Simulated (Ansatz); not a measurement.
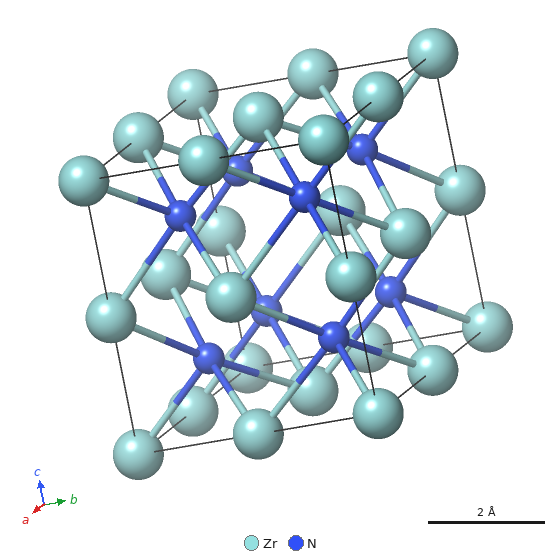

The figure gives a ball-and-stick picture of the atoms, viewed slightly off an axis. The wireframe shows the supercell. The host is ZrN, in a cell of 16 sites, and the cell is neutral.

**Identify the point defect.**

A zirconium vacancy. Around the empty site lie six N at about 2.4 Å.

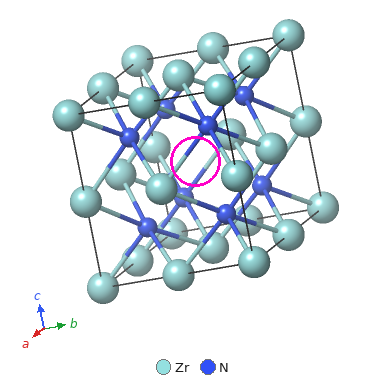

The same cell with a ring at the defect's site.

The atoms were relaxed in the host's cell with DFT PBE, scalar-relativistic, plane waves, PAW (Ansatz 0.2.0).
